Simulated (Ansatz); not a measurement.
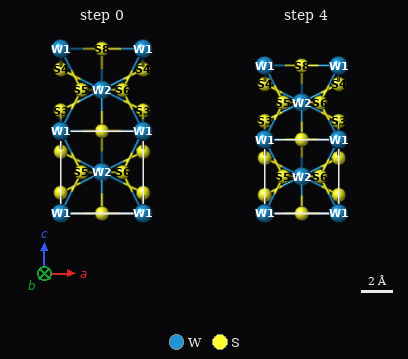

The structure of solid WS$_{3}$ (built on the A15_223 type) (coarse preliminary run) before (left) and after (right) a relaxation, at one scale.

Style: ball-and-stick. Shown: the cell of the calculation, repeated 1 × 1 × 2 with one cell outlined, along the b axis.

Case: A15 type (Pm-3n, No. 223).

Method: Ansatz, DFT r2SCAN, scalar-relativistic, plane waves, PAW. Set-up: plane-wave cutoff 500 eV; k-point mesh 4 × 4 × 4; occupations gaussian; smearing width 0.1 eV; collinear spin; cell and atoms relaxed; force threshold 0.04 eV/Å; at most 70 steps.

> What changed between the two?

The atoms keep their places relative to the cell (all moves are under 0.005 Å). Cell: a = b = c 5.474 → 4.913 Å (−10.2 %). Volume −27.7 %. Near-neighbour distances that change, for instance: S–W 3.060 → 2.747 Å. The space group stays Pm-3n (No. 223). Over 3 accepted moves (4 points after the start) the energy falls by 4.341 eV per cell of the calculation. All forces vanish by symmetry, so only the cell relaxes. Pressure: −20.16 GPa at the start and −0.09 GPa at the end. At 1 point the geometry stayed and the basis and grid were re-selected for the new cell (energy shift of 9.2 meV per cell of the calculation at most each time). The program noted that the starting moments weren't kept.
